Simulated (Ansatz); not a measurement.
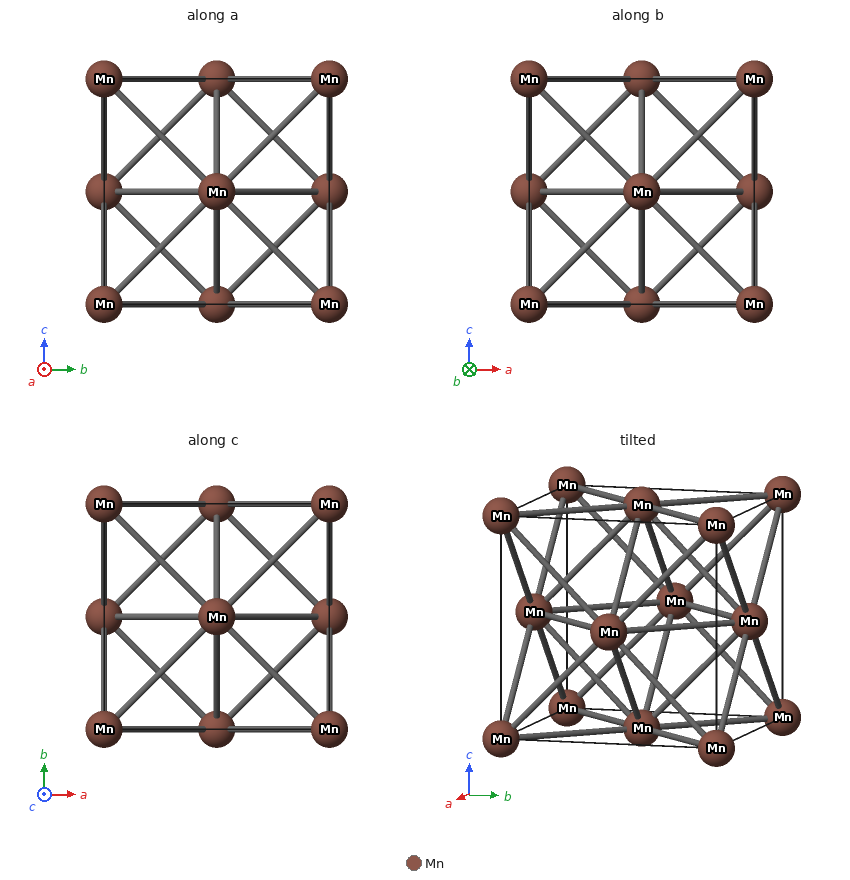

View along the a axis, along the b axis, along the c axis and slightly off an axis, drawn as a ball-and-stick model. One conventional unit cell is outlined, and atoms on its boundary appear in each equivalent place.

Lattice parameters: a = 3.953 Å, b = 3.953 Å, c = 3.953 Å, α = 90.00°, β = 90.00°, γ = 90.00°. Put a along x and b in the xy plane.

Turn the picture into a POSCAR file.

Answer.
```
Mn
1.0
     3.953    0.000    0.000
     0.000    3.953    0.000
     0.000    0.000    3.953
Mn
4
Direct
  0.0000 0.0000 0.0000
  0.0000 0.5000 0.5000
  0.5000 0.0000 0.5000
  0.5000 0.5000 0.0000
```

Starting structure: a structure type filled with this element by a generator (whether the element takes this form wasn't checked). Atoms and cell were optimised with DFT r2SCAN, scalar-relativistic, plane waves, PAW in Ansatz 0.2.0.
